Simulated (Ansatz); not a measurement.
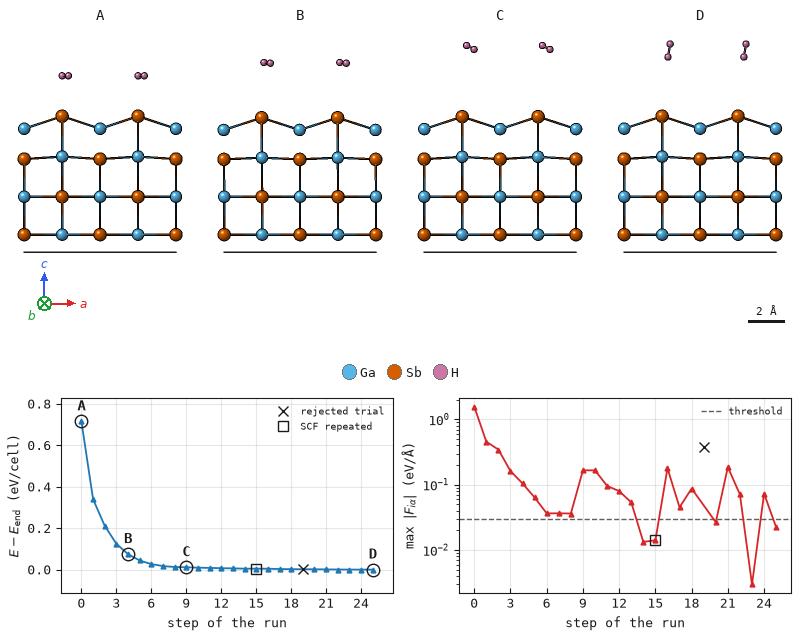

Frames of a constrained relaxation of a slab of composition Ga2Sb2H (cut from the F-43m phase), marked on the history of the run. Style: ball-and-stick. Shown: the 2 × 1 repeat of the cell, outlined in the plane, without the vacuum, along the b axis.

Case: H2 put at a top Sb site. The slab is the (1 1 0) face of GaSb with H2 on it. 4 atoms are held fixed.

The calculation used DFT PBEsol, scalar-relativistic, plane waves, PAW in Ansatz. (plane-wave cutoff 420 eV; k-point mesh 7 × 5 × 1; occupations gaussian; smearing width 0.1 eV; no spin polarisation; dipole correction; atoms relaxed in a fixed cell; force threshold 0.03 eV/Å; at most 70 steps)

Describe the path.

Over 23 accepted moves (25 points after the start) the energy falls by 0.715 eV per cell of the calculation. The largest force component goes from 1.6 to 0.022 eV/Å. The line search rejected the trial step at point 19 of the run. 1 step only repeated the SCF at the same geometry. The forces were under the threshold at step 14, but the run went on from there. The atom that moves furthest is an H atom (1.87 Å at 14° to the normal (+c side)). By element the largest moves are H 1.87 Å, Sb 0.01 Å, Ga 0.01 Å. The cell doesn't change. Among the contacts that change: H–H 0.750 → 0.761 Å. Cost: 5.1 min on 4 threads of Intel(R) Xeon(R) 6975P-C (Granite Rapids) (shared host), peak memory 1.8 GiB. From step 0 to 4: an H atom moves most (0.76 Å), energy −0.640 eV per cell of the calculation. From step 4 to 9: an H atom moves most (0.99 Å), energy −63.4 meV per cell of the calculation. From step 9 to 25: an H atom moves most (0.64 Å), energy −11.2 meV per cell of the calculation.

| step | E − E(0), meV/atom | largest force component, eV/Å | note |
| --- | --- | --- | --- |
| 0 | 0.00 | 1.5708 |  |
| 1 | -37.54 | 0.4562 |  |
| 2 | -50.36 | 0.3453 |  |
| 3 | -59.02 | 0.1622 |  |
| 4 | -64.03 | 0.1046 |  |
| 5 | -67.09 | 0.0638 |  |
| 6 | -68.84 | 0.0364 |  |
| 7 | -69.78 | 0.0365 |  |
| 8 | -70.23 | 0.0363 |  |
| 9 | -70.37 | 0.1664 |  |
| 10 | -70.55 | 0.1659 |  |
| 11 | -70.66 | 0.0961 |  |
| 12 | -70.81 | 0.0797 |  |
| 13 | -70.88 | 0.0538 |  |
| 14 | -71.03 | 0.0133 |  |
| 15 | -71.03 | 0.0141 | same geometry, SCF repeated |
| 16 | -71.05 | 0.1786 |  |
| 17 | -71.21 | 0.0451 |  |
| 18 | -71.27 | 0.0874 |  |
| 19 | -71.13 | 0.3833 | rejected |
| 20 | -71.33 | 0.0267 |  |
| 21 | -71.37 | 0.1856 |  |
| 22 | -71.44 | 0.0711 |  |
| 23 | -71.47 | 0.0030 |  |
| 24 | -71.48 | 0.0732 |  |
| 25 | -71.49 | 0.0224 |  |

Limits of the set-up: the periodic images lie only 4.3 Å apart, so the values are limited by the cell's size.
